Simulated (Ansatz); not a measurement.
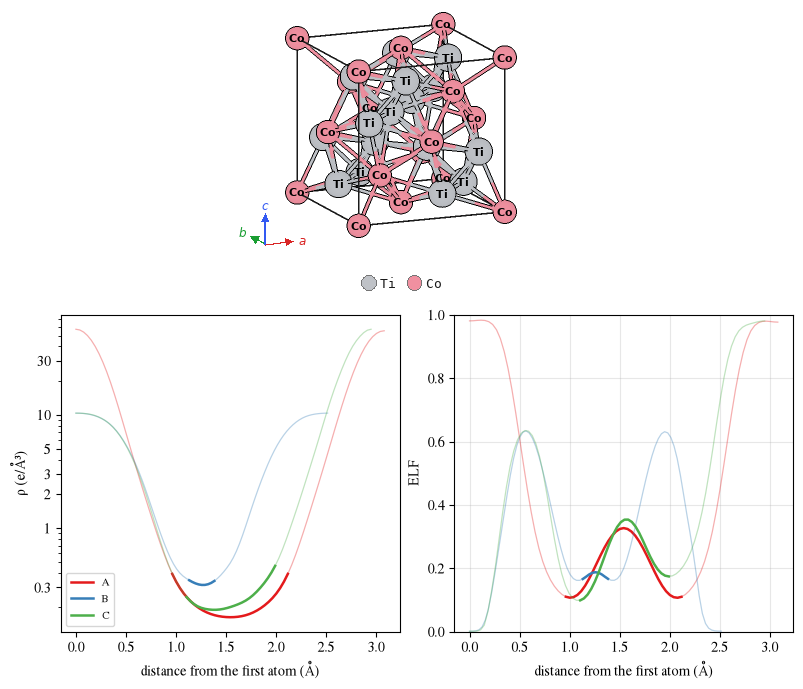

Figure 1: Ti$_{2}$Co. Valence electron density and ELF along straight lines between neighbouring atoms. Thin, pale parts lie inside the atomic spheres. The structure is drawn too.

Space group Fd-3m; changed on purpose from its base cell (volume × 1.06); computed pressure about −6 GPa in this cell; spin-polarised.

These are results of Ansatz, DFT PBEsol, scalar-relativistic, plane waves, PAW, not measurements.

In a PAW calculation such maps are meaningful between the atoms, not at the nuclei.

Which curve belongs to which contact (Co–Co, Ti–Co and Ti–Ti)? The first atom named is at distance zero.

Answer. Curve A: Co–Co (3.08 Å): the density is about 0.16 e/Å³ at the midpoint; the ELF is about 0.35 at the midpoint. Curve B: Ti–Ti (2.52 Å): ρ at the midpoint is about 0.32 e/Å³; the ELF is about 0.20 at the midpoint (no shared electron pair shows on this line). Curve C: Ti–Co (2.95 Å): ρ at the midpoint is about 0.19 e/Å³; the ELF is about 0.35 at the midpoint.
